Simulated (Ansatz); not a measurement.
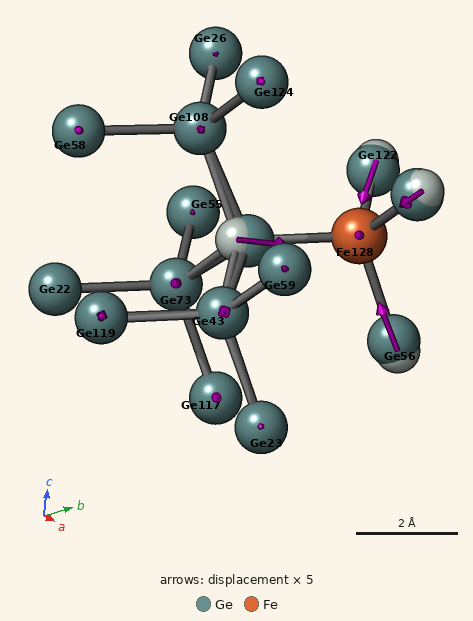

This is a relaxation of a defect cell of composition Ge127Fe (cell charge −1). The starting structure is drawn faded, the final one solid; purple arrows show the displacements, 5 times their true length.

A ball-and-stick model of the atoms within 4.2 Å of the atom that moves most (axes of the cell of the calculation (origin shifted)), seen slightly off an axis.

Level of theory: DFT, PBEsol, PAW, plane waves in Ansatz. (plane-wave cutoff 420 eV; k-point mesh 1 × 1 × 1; mesh shifted by (0.25, 0.25, 0.25); collinear spin; atoms relaxed in a fixed cell; force threshold 0.03 eV/Å; at most 80 steps)

> What did the optimiser do to the structure, and how much energy did it gain?

The largest moves, 0.24 Å, are those of Ge atoms. Largest moves by element: Ge 0.24 Å, Fe 0.04 Å. The cell doesn't change. Some distances before and after: Fe–Ge 2.491 → 2.262 Å, Fe–Ge 2.471 → 2.261 Å, Fe–Ge 2.458 → 2.269 Å, Ge–Ge 2.416 → 2.500 Å. Bond angles that change, for instance: Ge–Ge–Fe 106.7° → 115.8°, Ge–Ge–Ge 107.9° → 115.1°, Ge–Ge–Ge 111.3° → 104.5°. The energy falls by 1.583 eV per cell of the calculation in 3 geometry steps. The largest force component goes from 1.5 to 0.015 eV/Å.

Limits of the set-up: the cell is charged, on a uniform background, and energies carry no finite-size correction.
